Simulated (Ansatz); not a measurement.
This input was run:

```
crystal:
  lattice:
    - [5.2869807483, 3.0524397583, 1.3939232874]
    - [-5.2869807483, 3.0524397583, 1.3939232874]
    - [0.0, -6.1048795165, 1.3939232874]
  atoms:
    - { symbol: S, position: [0.5873458037, 0.3501869349, 0.2400834026] }
    - { symbol: S, position: [0.2400834026, 0.5873458037, 0.3501869349] }
    - { symbol: S, position: [0.3501869349, 0.2400834026, 0.5873458037] }
    - { symbol: S, position: [0.4126541963, 0.6498130651, 0.7599165974] }
    - { symbol: S, position: [0.7599165974, 0.4126541963, 0.6498130651] }
    - { symbol: S, position: [0.6498130651, 0.7599165974, 0.4126541963] }
basis:
  ecutwfc: 420
kpoints:
  mp_grid: { grid: [6, 6, 6] }
  band_path:
    path:
      - [[0.0, 0.0, 0.0], [0.5, 0.0, 0.0], [0.5, -0.5, 0.5], [0.20142287, -0.79857713, 0.20142287]]
      - [[0.20142287, 0.20142287, 0.20142287], [0.0, 0.0, 0.0], [0.5, -0.5, 0.0]]
    npoints: 4
hamiltonian:
  xc: hse06
scf:
  occupations: { method: gaussian, width: 0.02 }
output:
  forces: true
  stress: true
  eigenvalues: true
  populations: true
  dos: { projected: true, de: 0.02 }
  bader: false
  write_density: true
  write_potential: true
  elf: true
  volumetric_format: npy
```

Launched with:
```bash
ansatz run input.yaml --threads 2 --pin off --max-ram 5120MiB --backend cpu --events-out ev --progress --plain --runs-dir out
```

What will the density of states look like?

There is a gap; over the k points computed it is 2.97 eV. By projected weight, the top eV of the valence band is S 3p almost alone; the bottom eV of the conduction band is S 3p (85 %) and S 3s (15 %). The upper group of valence states starts about 2.1 eV under the valence-band top (which lies at −1.5 eV on this axis), with a gap beneath it; it holds about 10 electrons a cell.

The atoms aren't at rest in this cell (largest force 0.6 eV/Å), so the relaxed material can differ.

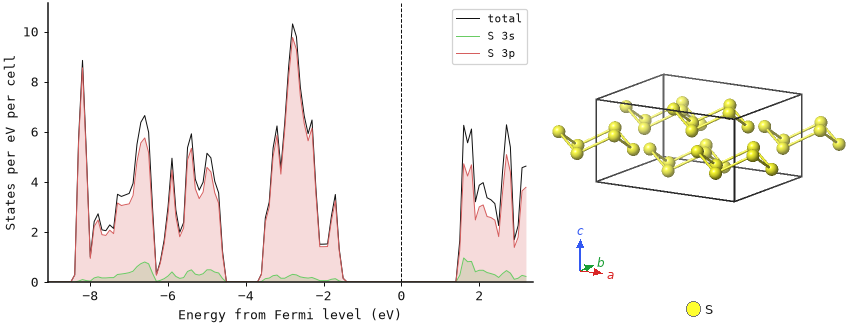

Density of states, beside the structure. Energies are counted from the Fermi level. The partial curves are projected on Löwdin-orthogonalised atomic shells.
